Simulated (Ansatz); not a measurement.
# Geometry relaxation, with input and output: Si6N (part 3 of 3)

The same run, continued: Si6N (slab, 7 atoms in the cell); DFT PBEsol, scalar-relativistic, plane waves, PAW, spin-polarised (Ansatz 0.2.0); cutoff 420 eV, 9×9×1 k-mesh, Gaussian smearing of 0.05 eV, collinear spins. The structure derives from an entry of the Crystallography Open Database. The input holds or restrains some coordinates. Forces given for the steps count only the free coordinates. It belongs to a series of runs on one base structure; here: N put at a top Si site.

Geometry of the input (Å; fractional positions):
```
3.8417  0.0000  0.0000
-1.9209  3.3270  0.0000
0.0000  0.0000  26.0577
Si 0.3333  0.6667  0.3262
Si 0.0000  0.0000  0.3563
Si 0.0000  0.0000  0.4466
Si 0.6667  0.3333  0.4759
Si 0.6667  0.3333  0.5685
Si 0.3333  0.6667  0.5944
N  0.3333  0.6667  0.6642
```

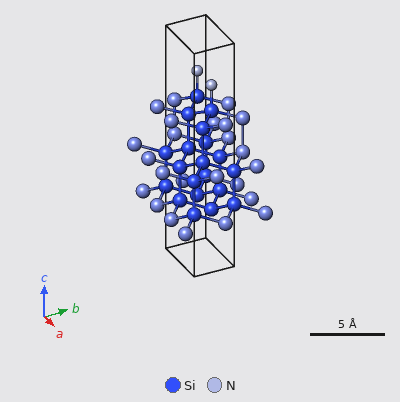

*The geometry at step 1 of the log (ball-and-stick view of the 2 × 1 repeat of the cell, with the vacuum cut short, seen slightly off an axis; neighbours outside the cell are drawn fainter).*

The program's output, continued
```
relax step   2: F+E_penalty+E_count = -4102.42503574 eV  Δ(F+E_penalty+E_count) = -6.545e-2 eV  max|allowed force component| = 9.371e-1 eV/Å  Δτ_max = 0.0520 Å  (6 SCF iters, dr2 threshold 1.00e-4 eV, accepted)
efield: sawtooth ramp at fractional position 0.9752 (handed on by an earlier solve), width 0.0400; the density the first Hamiltonian is built on has a dipole p = -0.201 e·Å; the dipole correction subtracts the counter field D = -1.09e-1 V/Å, which shifts the + side's vacuum level by +2.85 eV against the − side's; the planar-averaged density in the ramp window peaks in size at 3.1e-7 e/Å³
preconditioner: auto → none  [insulator: Δε(μ)=0.117 eV  Ē_g=8.084 eV  σ=0.050 eV  W_gap=0.77  n_scr=14 (ndim 8)  ℏωp=11.0 eV  f_vac=0.532  D(μ)=1.15/eV (n_scr^D=6)  ε∞_Penn≈2.8]
preconditioner: auto → LDOS  [metal: Δε(μ)=0.037 eV  Ē_g=7.918 eV  σ=0.050 eV  W_gap=0.39  n_scr=14 (ndim 8)  ℏωp=11.0 eV  f_vac=0.532  D(μ)=3.76/eV (n_scr^D=10)]
spin=Collinear: LDOS preconditioning applied to the charge; magnetization (m = ρ↑ − ρ↓) channel mixes plain (no charge-response kernel on spin).
density mixer auto → msr1: a metal under ldos (density of states about μ 0.75 of a free-electron gas's, 14 screened modes)
SCF 3 converged in 10 iterations: F = -4102.449003 eV  dr2 = 5.67e-7
relax step   3: F+E_penalty+E_count = -4102.44900300 eV  Δ(F+E_penalty+E_count) = -2.397e-2 eV  max|allowed force component| = 2.623e-1 eV/Å  Δτ_max = 0.0602 Å  (10 SCF iters, dr2 threshold 5.49e-5 eV, accepted)
efield: sawtooth ramp at fractional position 0.9752 (handed on by an earlier solve), width 0.0400; the density the first Hamiltonian is built on has a dipole p = -0.212 e·Å; the dipole correction subtracts the counter field D = -1.15e-1 V/Å, which shifts the + side's vacuum level by +3.00 eV against the − side's; the planar-averaged density in the ramp window peaks in size at 4.0e-7 e/Å³
preconditioner: auto → none  [insulator: Δε(μ)=0.159 eV  Ē_g=8.026 eV  σ=0.050 eV  W_gap=0.67  n_scr=14 (ndim 8)  ℏωp=11.0 eV  f_vac=0.531  D(μ)=1.12/eV (n_scr^D=6)  ε∞_Penn≈2.9]
density mixer auto → broyden: gapped, with few screened modes (density of states about μ 0.66 of a free-electron gas's, 14 screened modes)
SCF 4 converged in 8 iterations: F = -4102.451009 eV  dr2 = 1.81e-6
relax step   4: F+E_penalty+E_count = -4102.45100857 eV  Δ(F+E_penalty+E_count) = -2.006e-3 eV  max|allowed force component| = 9.910e-3 eV/Å  Δτ_max = 0.0269 Å  (8 SCF iters, dr2 threshold 5.39e-6 eV, accepted)
iter 1 solved again at ethr=6.25e-9 eV; its pass at ethr=3.10e-3 eV (dr2=1.81e-6 eV) is discarded
SCF iter   1: F=—  HF=-4102.451010 eV  |F-HF|=—  |Δ(HF+E_count)|=         —  Δρ=1.58e-5 (↑1.40e-5 ↓1.58e-5)  dr2=1.81e-6  dr2_m=3.46e-8  M=0.988 μB ∫|m|=2.784 μB  β_m=1.20  ethr=6.25e-9  p=-0.210 e·Å  D=-1.14e-1 V/Å  ΔV_dip=2.97 eV  dr2_dipole=6.95e-7  V_vac-E_F(+/−)=7.54/4.56 eV  ⟨swp⟩=1.0  Hψ=1680  notcnv=0
efield: sawtooth ramp at fractional position 0.9752 (handed on by an earlier solve), width 0.0400; the density the first Hamiltonian is built on has a dipole p = -0.210 e·Å; the dipole correction subtracts the counter field D = -1.14e-1 V/Å, which shifts the + side's vacuum level by +2.97 eV against the − side's; the planar-averaged density in the ramp window peaks in size at 2.8e-7 e/Å³
preconditioner: auto → none  [insulator: Δε(μ)=0.161 eV  Ē_g=8.035 eV  σ=0.050 eV  W_gap=0.62  n_scr=14 (ndim 8)  ℏωp=11.0 eV  f_vac=0.531  D(μ)=1.13/eV (n_scr^D=6)  ε∞_Penn≈2.9]
SCF iter   2: F=—  HF=-4102.451014 eV  |F-HF|=—  |Δ(HF+E_count)|=   3.71e-6  Δρ=2.42e-5 (↑1.69e-5 ↓2.42e-5)  dr2=7.59e-5  dr2_m=2.16e-7  M=0.986 μB ∫|m|=2.784 μB  β_m=1.20  ethr=6.24e-9  p=-0.209 e·Å  D=-1.14e-1 V/Å  ΔV_dip=2.96 eV  dr2_dipole=4.13e-5  V_vac-E_F(+/−)=7.53/4.57 eV  ⟨swp⟩=2.0  Hψ=640  notcnv=0  κ⁻¹=1.0e0(r=1)
density mixer auto → broyden: gapped, with few screened modes (density of states about μ 0.63 of a free-electron gas's, 14 screened modes)
SCF iter   3: F=—  HF=-4102.451010 eV  |F-HF|=—  |Δ(HF+E_count)|=   3.60e-6  Δρ=9.73e-6 (↑9.73e-6 ↓9.57e-6)  dr2=3.50e-7  dr2_m=1.56e-9  M=0.988 μB ∫|m|=2.784 μB  β_m=1.20  ethr=6.24e-9  p=-0.210 e·Å  D=-1.14e-1 V/Å  ΔV_dip=2.97 eV  dr2_dipole=4.22e-8  V_vac-E_F(+/−)=7.53/4.56 eV  ⟨swp⟩=2.0  Hψ=616  notcnv=0  κ⁻¹=3.4e-4(r=2)
SCF iter   4: F=—  HF=-4102.451010 eV  |F-HF|=—  |Δ(HF+E_count)|=   1.56e-7  Δρ=4.07e-6 (↑3.57e-6 ↓4.07e-6)  dr2=1.09e-7  dr2_m=1.08e-9  M=0.988 μB ∫|m|=2.784 μB  β_m=1.20  ethr=1.21e-9  p=-0.210 e·Å  D=-1.14e-1 V/Å  ΔV_dip=2.97 eV  dr2_dipole=1.25e-9  V_vac-E_F(+/−)=7.53/4.56 eV  ⟨swp⟩=2.5  Hψ=694  notcnv=0  κ⁻¹=2.6e-4(r=3)
SCF iter   5: F=-4102.451010 eV  HF=-4102.451010 eV  |F-HF|=7.31e-9  |Δ(HF+E_count)|=   2.46e-8  Δρ=2.09e-6 (↑1.97e-6 ↓2.09e-6)  dr2=3.36e-8  dr2_m=1.89e-10  M=0.988 μB ∫|m|=2.784 μB  ethr=3.45e-10  p=-0.210 e·Å  D=-1.14e-1 V/Å  ΔV_dip=2.97 eV  dr2_dipole=4.59e-10  V_vac-E_F(+/−)=7.53/4.56 eV  ⟨swp⟩=9.7  Hψ=3473  notcnv=0
SCF 5 converged in 5 iterations: F = -4102.451010 eV  dr2 = 3.36e-8
relax step   5: F+E_penalty+E_count = -4102.45101023 eV  Δ(F+E_penalty+E_count) = -1.661e-6 eV  max|allowed force component| = 8.993e-3 eV/Å  Δτ_max = 0.0000 Å  (5 SCF iters, accepted)
WARN: The output density's exchange-correlation potential varies sharply where the density is thin. Do not read a vacuum level from v_tot or v_xc, or from such a field of the output density. On a cell that repeats whose density bears no net charge and no dipole along the vacuum's axis use v_es (v_loc + v_h of the components); under efield.dipole_correction with no amplitude use v_es + v_field, which holds any external_charges[].barrier, or the levels of the report's work_function block, which leave it out; under a non-zero efield.amplitude the vacuum is tilted and has no level; on a cell that repeats and bears such a dipole with no correction it is tilted too, and efield.dipole_correction with no amplitude gives each side of its ramp a level where efield: is served; in a cell that repeats whose density bears a net charge (total_charge, or a fill off its count) it is curved and has none; of a slab under crystal.periodic whose density bears no net charge use v_es, which has a level on each side, short of where the two are joined; of another it falls or rises all the way out and has none; of a slab beside external_charges read slab_vacuum_level instead, which it has where they leave it neutral. The grid or the basis barely resolves most such structure, and the values can differ between equally converged runs; as a rule a tighter scf.convergence.dr2_threshold does not remove it. Where the density itself ripples (under the LDA too) a higher basis.ecutwfc lessens it. The files hold the spikes' plane waves up to the density's cutoff. Files: v_tot_of_output_density and the like, and their columns of v_z.tsv (output.write_potential); v_xc_of_output_density and the like, and their columns of v_comp_z.tsv (output.write_potential_components). Measured: with its Gaussian average of σ = 0.25 Å subtracted twice, the exchange-correlation potential is over 0.1 eV at 700 of the grid points where the equally averaged density (valence and model cores) is under 1e-3 e/Å³, and 0.459 eV at the most among them, at an averaged density of 7.5e-4 e/Å³. The input density's (outcome.potential() and, of a run that writes arrays, v_tot and v_xc) is over 0.1 eV, so measured, at 639 points of its own thin density, 0.456 eV at the most. See output.write_potential in the manual, Limitations
SCF converged after 5 iterations
Stability not checked: this state was not tested for a lower state beside it, because the mixer in use, unlike msr1, does not test its closes by its own steps (another_mixer; see scf.mixing.algorithm and scf.lower_state_search)
Magnetization: 0.9876 μB (14.9938 up, 14.0062 down)
Absolute magnetization: 2.7908 μB (∫|ρ↑−ρ↓|, with the PAW one-centre terms)
Spin contamination: 0.9087 ħ² per cell (⟨S²⟩ above its minimum at these occupations)
Per-site moments (μB) at R_I (Å): [(-0.21491886511580588, 0.9704316147696359), (-0.027705658386510963, 0.9704316147696359), (-0.04622077292627736, 0.9689976155394106), (-0.0009953250637600452, 0.9689976155394106), (0.09196753854274141, 0.9704541622623996), (-0.00862420391177523, 0.7179512351141291), (1.0243546604005074, 0.7179512351141291)]
Free energy (F): -4102.451010 eV
Harris-Foulkes:  -4102.451010 eV  (|F-HF|=7.31e-9)
Internal energy: -4102.449596 eV  (E = F + TS)
E sigma→0 (E₀):  -4102.450303 eV
Entropy (-TS):   -0.001414 eV (-0.202 meV/atom)
Fermi energy:    -1.334039 eV
Dipole field:    D = -0.113984 V/Å  (p = -0.209796 e·Å, saw-weighted, corrected)
Work function:   Φ+ = 7.5334 eV   Φ− = 4.5632 eV
Levels:          The Fermi level and band energies are counted from a zero that moves with the ramp; work functions are not
--- Per-component energies (eV) ---
  E_band       = -191.919797
  E_kinetic    = 362.640387
  E_local      = -9267.760195  (includes V_loc(G=0)·N_el)
  E_nonlocal   = 204.386185
  E_hartree    = 4446.276927
  E_xc         = -383.332911
  E_vxc        = -351.063896  (∫ρ·V_xc dr)
  E_paw        = -3114.973774  (= ΣΔE_a)
  E_vpaw       = -32.792285  (= ΣTr[D̂ρ^β])
  E_aug_tail   = 0.000117  (compensation charges beyond the density's cutoff)
  E_efield     = 0.011957  (sawtooth field / dipole correction)
  E_vefield    = 0.126213  (∫n·V_field dr)
  E_ewald      = 3650.084247
  E_core_change = 0.217463  (= ΣΔE_core)
  E_smearing   = -0.001414  (= −TS)
  E_closure    = 0.000000  (closes the sum)
  Σ components = -4102.451010   (vs F -4102.451010, Δ=0.00e0)
--- Forces (eV/Å), atoms counted from 1 ---
  atom   1  Si     0.00000000     0.00000000     0.46338244
  atom   2  Si    -0.00000000    -0.00000000    -0.58257409
  atom   3  Si     0.00000000     0.00000000     0.11872287
  atom   4  Si     0.00000000    -0.00000000     0.00802973
  atom   5  Si     0.00000000     0.00000000     0.00063312
  atom   6  Si     0.00000000    -0.00000000     0.00072123
  atom   7  N      0.00000000     0.00000000    -0.00899323
  max |Σ_I F_I| component: 7.79e-5 eV/Å
--- Band table (eV; the first three rows and the last of 24) ---
  k-point 0 ↑: bands = ["-16.1092", "-13.1187", "-12.1072", "-11.1818", "-7.2131", "-5.0333", "-3.6851", "-3.6851", "-3.4364", "-2.4811", "-2.4811", "-1.8192", "-1.8192", "-1.3234", "-1.3234", "-1.0005", "0.1382", "0.5127", "1.4334", "1.5975", "1.5975", "1.9883", "1.9883"]
  k-point 1 ↑: bands = ["-16.0808", "-12.9780", "-11.9720", "-11.0478", "-7.1557", "-5.0414", "-4.0810", "-3.7715", "-3.5862", "-3.3181", "-2.7733", "-2.6724", "-2.1433", "-2.0402", "-1.4846", "-0.9263", "0.7075", "0.9514", "1.4092", "1.9049", "1.9478", "2.1159", "2.4847"]
  k-point 2 ↑: bands = ["-16.0084", "-12.5627", "-11.5746", "-10.6507", "-7.1375", "-5.5974", "-4.9827", "-4.7413", "-4.1148", "-3.9971", "-3.3476", "-3.2844", "-2.8055", "-2.4910", "-1.8241", "-0.9994", "0.2053", "0.7034", "1.2604", "2.1392", "2.6089", "2.6403", "3.4445"]
  k-point 11 ↓: bands = ["-13.8475", "-10.2523", "-10.1494", "-9.0170", "-8.2581", "-8.2031", "-8.0051", "-5.7138", "-5.6122", "-5.6071", "-4.0510", "-4.0400", "-2.9668", "-2.1749", "-1.1552", "-0.9728", "1.2423", "1.3149", "1.4942", "3.6356", "3.9047", "3.9131", "4.5458"]
--- Relaxed structure (5 steps of the walk, 5 accepted, 0 SCFs on fresh bases) ---
  F+E_penalty+E_count = -4102.45101023 eV   max|allowed force component| = 8.993e-3 eV/Å
  atoms:
    - { symbol: Si, position: [0.33333333333333326, 0.6666666666666665, 0.3261993600999999] }
    - { symbol: Si, position: [5.286776307661908e-18, -9.251858538569896e-17, 0.3562936365999999] }
    - { symbol: Si, position: [5.286776307661908e-18, -9.251858538569896e-17, 0.44657646639999987] }
    - { symbol: Si, position: [0.6666666666666666, 0.3333333333333332, 0.47626811454485746] }
    - { symbol: Si, position: [0.6666666666666666, 0.3333333333333332, 0.566553041946974] }
    - { symbol: Si, position: [0.33333333333333326, 0.6666666666666665, 0.5970725635754144] }
    - { symbol: N, position: [0.33333333333333326, 0.6666666666666665, 0.6638662130450865] }
--- Löwdin populations: 7 sites ---
  site symbol       q [e]    m [muB]
     0     Si      3.9475    -0.7046
     1     Si      3.9663     0.0038
     2     Si      3.9485    -0.0994
     3     Si      3.9597     0.0002
     4     Si      4.0068     0.2080
     5     Si      3.5545    -0.1197
     6      N      5.2900     1.6760
  spilling = 0.011267 (of n_electrons = 29.000000)
```

File populations.tsv
```
# site	symbol	l	j	q_up	q_dn
# orbitals = lowdin
# n_electrons = 29.000000
# spilling = 0.011267
0	Si	0_3S	-	0.624459	0.705775
0	Si	1_3P	-	0.996996	1.620242
1	Si	0_3S	-	0.596428	0.591893
1	Si	1_3P	-	1.388616	1.389370
2	Si	0_3S	-	0.594397	0.609148
2	Si	1_3P	-	1.330155	1.414779
3	Si	0_3S	-	0.594233	0.597197
3	Si	1_3P	-	1.385706	1.382565
4	Si	0_3S	-	0.628774	0.591148
4	Si	1_3P	-	1.478640	1.308224
5	Si	0_3S	-	0.543357	0.558389
5	Si	1_3P	-	1.174081	1.278708
6	N	0_2S	-	0.899541	0.882437
6	N	1_2P	-	2.583457	0.924538
```

Trajectory as extended XYZ (Å, eV, eV/Å), 5 frames, from step=1 to step=5
```
7
Lattice="3.8417 0.0000 0.0000 -1.9209 3.3270 0.0000 0.0000 0.0000 26.0577" Properties=species:S:1:pos:R:3:forces:R:3 step=1 energy=-4102.35959
Si    0.0000    2.2180    8.5000    0.0000   0.0000   0.4643
Si    0.0000    0.0000    9.2842    0.0000   0.0000  -0.5943
Si    0.0000    0.0000   11.6367    0.0000   0.0000   0.0949
Si    1.9209    1.1090   12.4013    0.0000   0.0000   0.3719
Si    1.9209    1.1090   14.8134    0.0000   0.0000  -0.9009
Si    0.0000    2.2180   15.4874    0.0000   0.0000   1.6716
N     0.0000    2.2180   17.3074    0.0000   0.0000  -1.1063
7
Lattice="3.8417 0.0000 0.0000 -1.9209 3.3270 0.0000 0.0000 0.0000 26.0577" Properties=species:S:1:pos:R:3:forces:R:3 step=2 energy=-4102.42504
Si    0.0000    2.2180    8.5000    0.0000   0.0000   0.4642
Si    0.0000    0.0000    9.2842    0.0000   0.0000  -0.5871
Si    0.0000    0.0000   11.6367    0.0000   0.0000   0.1085
Si    1.9209    1.1090   12.4063    0.0000   0.0000   0.1496
Si    1.9209    1.1090   14.7791    0.0000   0.0000  -0.2426
Si    0.0000    2.2180   15.5394    0.0000   0.0000   0.9371
N     0.0000    2.2180   17.3321    0.0000   0.0000  -0.8319
7
Lattice="3.8417 0.0000 0.0000 -1.9209 3.3270 0.0000 0.0000 0.0000 26.0577" Properties=species:S:1:pos:R:3:forces:R:3 step=3 energy=-4102.44900
Si    0.0000    2.2180    8.5000    0.0000   0.0000   0.4649
Si    0.0000    0.0000    9.2842    0.0000   0.0000  -0.5838
Si    0.0000    0.0000   11.6367    0.0000   0.0000   0.1186
Si    1.9209    1.1090   12.4114    0.0000   0.0000  -0.0543
Si    1.9209    1.1090   14.7573    0.0000   0.0000  -0.0119
Si    0.0000    2.2180   15.5443    0.0000   0.0000  -0.1953
N     0.0000    2.2180   17.2719    0.0000   0.0000   0.2623
7
Lattice="3.8417 0.0000 0.0000 -1.9209 3.3270 0.0000 0.0000 0.0000 26.0577" Properties=species:S:1:pos:R:3:forces:R:3 step=4 energy=-4102.45101
Si    0.0000    2.2180    8.5000    0.0000   0.0000   0.4632
Si    0.0000    0.0000    9.2842    0.0000   0.0000  -0.5823
Si    0.0000    0.0000   11.6367    0.0000   0.0000   0.1186
Si    1.9209    1.1090   12.4104    0.0000   0.0000   0.0082
Si    1.9209    1.1090   14.7631    0.0000   0.0000   0.0006
Si    0.0000    2.2180   15.5583    0.0000   0.0000   0.0007
N     0.0000    2.2180   17.2988    0.0000   0.0000  -0.0099
7
Lattice="3.8417 0.0000 0.0000 -1.9209 3.3270 0.0000 0.0000 0.0000 26.0577" Properties=species:S:1:pos:R:3:forces:R:3 step=5 energy=-4102.45101
Si    0.0000    2.2180    8.5000    0.0000   0.0000   0.4634
Si    0.0000    0.0000    9.2842    0.0000   0.0000  -0.5826
Si    0.0000    0.0000   11.6367    0.0000   0.0000   0.1187
Si    1.9209    1.1090   12.4104    0.0000   0.0000   0.0080
Si    1.9209    1.1090   14.7631    0.0000   0.0000   0.0006
Si    0.0000    2.2180   15.5583    0.0000   0.0000   0.0007
N     0.0000    2.2180   17.2988    0.0000   0.0000  -0.0090
```

Summary

| quantity | value |
| --- | --- |
| outcome | converged under the restraints of the input |
| electrons treated | 29 |
| free energy | −4102.4510 eV |
| work function, top face | 7.53 eV |
| work function, bottom face | 4.56 eV |
| Fermi energy | −1.334 eV |
| gap on the k-point mesh | 0.04 eV by band count, under the smearing |
| net moment of the cell | 0.99 μB |
| integrated absolute moment | 2.79 μB |
| final volume | 333.06 Å³ |
| work function (upper face) | 7.53 eV |
| largest force (length of the vector) at the end, held atoms and coordinates included | 0.583 eV/Å |
| hardware | 1 thread of Intel Xeon @ 2.70GHz, 189 GiB of memory available, shared host |
| wall time | 2.5 min |
| peak memory | 0.6 GiB |

Notes

Warnings of the run: the exchange-correlation potential is rough where the density is thin.
